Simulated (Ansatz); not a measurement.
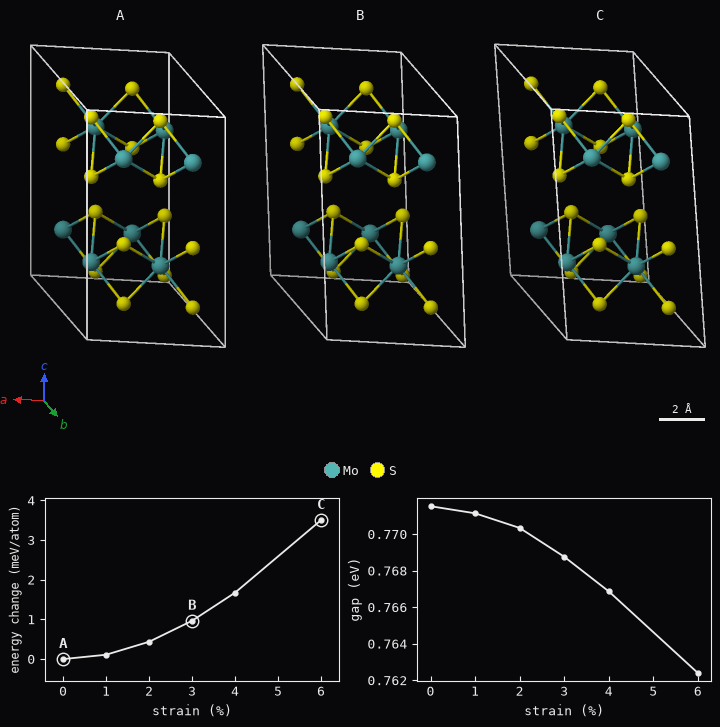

Members of a series of calculations on a crystal of MoS$_{2}$ (set up in P-3m1), marked on the first curve. Style: ball-and-stick. Shown: the cell of the calculation, repeated to show the pattern, from a free direction.

Computed with DFT PBE+D3(BJ), scalar-relativistic, plane waves, PAW (Ansatz). (plane-wave cutoff 420 eV; k-point mesh 12 × 12 × 4; occupations gaussian; smearing width 0.02 eV; no spin polarisation)

Question: Which kind of strain is it, and how does the structure respond?

Answer: Shear of c along a, cell held, atoms relaxed. A (strain 0.0 %): energy change 0.0 meV/atom, volume 17.31 Å³ per atom, gap 0.77 eV. B (strain 3.0 %): energy change 1.0 meV/atom, volume 17.31 Å³ per atom, gap 0.77 eV. C (strain 6.0 %): energy change 3.5 meV/atom, volume 17.31 Å³ per atom, gap 0.76 eV. The rest compares A with C. The drawn cell changes at constant volume: a = b unchanged at 6.299 Å, c 12.094 → 12.116 Å (+0.2 %), α 90.0° → 91.7°, β 90.0° → 86.6°. 
